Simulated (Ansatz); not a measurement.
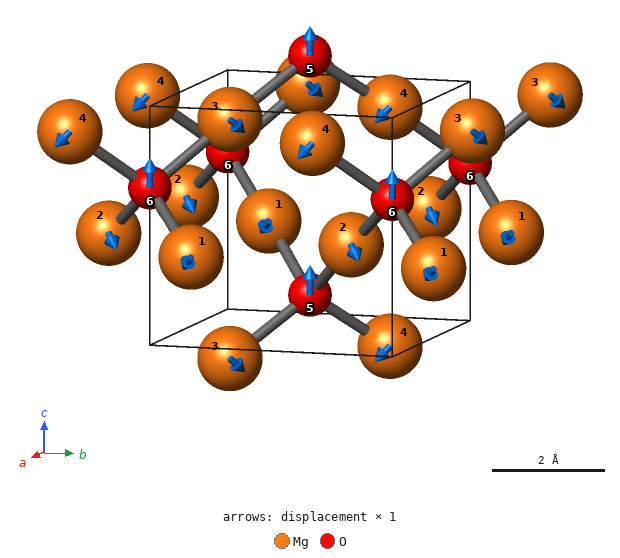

This is a relaxation of crystalline Mg2O (built on the random type) (coarse preliminary run). The starting structure is drawn; blue arrows show the displacements (the part carried along by the change of the cell is left out), at their true length.

A ball-and-stick model of the cell of the calculation, seen slightly off an axis.

Case: random cell with space group P4_2nm (No. 102).

The calculation used Ansatz 0.2.0, DFT PBE, scalar-relativistic, plane waves, PAW. Settings: plane-wave cutoff 420 eV; k-point mesh 4 × 4 × 4; occupations gaussian; smearing width 0.1 eV; no spin polarisation; cell and atoms relaxed; force threshold 0.04 eV/Å; at most 70 steps.

**What happened in the run?**

After 23 accepted moves (26 points after the start) the energy has fallen by 1.221 eV per cell of the calculation. The largest force component goes from 0.36 to 0.01 eV/Å. Pressure: 10.88 GPa at the start and 0.18 GPa at the end. The line search rejected the trial step at point 23 of the run. The SCF was repeated twice at an unchanged geometry on a basis and grid sized afresh for the cell, which shifted the energy by 0.107 eV per cell of the calculation at most. The largest moves relative to the cell, 0.54 Å, are those of O5 and O6. O5 goes along +c. By element the largest moves are O 0.54 Å, Mg 0.41 Å. The volume changes by −5.7 %, with a = b 4.575 → 5.212 Å (+13.9 %), c 4.343 → 3.157 Å (−27.3 %). Some distances before and after: Mg1–O6 3.673 → 2.200 Å, Mg1–O6 (another image) 1.926 → 2.195 Å, Mg1–O5 1.971 → 2.156 Å. New bonds form: Mg1–O6 (3.67 → 2.20 Å), Mg2–O6 (3.67 → 2.20 Å), Mg3–O5 (3.67 → 2.20 Å), Mg4–O5 (3.67 → 2.20 Å). Bond angles that change, for instance: Mg3–O6–Mg4 110.3° → 179.8°, O5–Mg3–O6 178.0° → 134.3°, Mg1–O6–Mg2 114.2° → 88.3°. The space group (tolerance 0.01 Å) goes from P4_2nm (No. 102) to P4_2/mnm (No. 136). The run took 100 s on 1 thread of Intel(R) Xeon(R) Platinum 8375C CPU @ 2.90GHz (Ice Lake), with other jobs on the host, peak memory 0.4 GiB.
